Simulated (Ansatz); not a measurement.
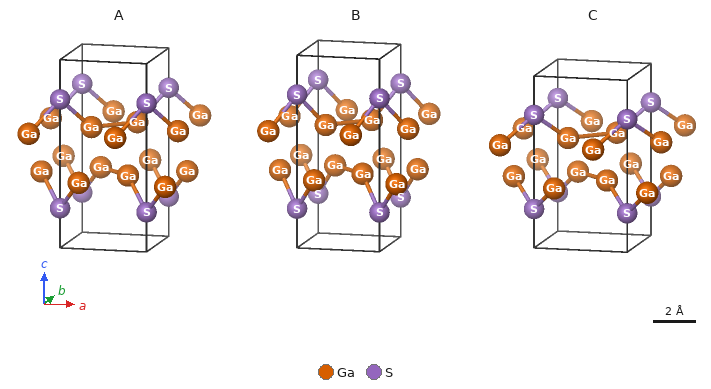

3 geometries from one relaxation of crystalline Ga2S (built on the random type), in shuffled order. The picture is a ball-and-stick view of the cell of the calculation, seen slightly off an axis.

Case: random cell with space group P-42m (No. 111).

The calculation used Ansatz, DFT PBE, scalar-relativistic, plane waves, PAW. Set-up: plane-wave cutoff 420 eV; k-point mesh 8 × 8 × 6; occupations gaussian; smearing width 0.1 eV; no spin polarisation; cell and atoms relaxed; force threshold 0.01 eV/Å; at most 80 steps.

Order the frames from highest to lowest energy.

Answer. C, A, B. They are steps 0, 3, 15, at +38.5 meV per atom, +17.0 meV per atom relative to the last. The largest moves relative to the cell, 0.21 Å, are those of S atoms. By element the largest moves are S 0.21 Å, Ga 0.09 Å. The drawn cell changes as follows: a = b 4.613 → 4.087 Å (−11.4 %), c 8.393 → 9.404 Å (+12.0 %); the volume changes by −12.1 %. Near-neighbour distances that change, for instance: Ga–Ga 2.727 → 2.577 Å, Ga–S 2.302 → 2.287 Å. Bond angles that change, for instance: Ga–S–Ga 111.1° → 88.9°, Ga–Ga–S 145.6° → 134.4°. The space group stays P-42m (No. 111). The energy falls by 38.5 meV per atom in 12 accepted moves (15 points after the start). Largest force component: 0.028 eV/Å at the start, 0.0004 eV/Å at the end. Pressure: −0.17 GPa at the start and 0.00 GPa at the end. The line search rejected the trial step at point 5 of the run. The SCF was repeated twice at an unchanged geometry on a basis and grid sized afresh for the cell, which shifted the energy by 0.2 meV per atom at most. Cost: 13 min on 1 thread of Arm Neoverse V2, with other jobs on the host, peak memory 0.57 GiB.

Limits of the set-up: layers or molecules are held without a dispersion correction, so their spacing is unreliable.
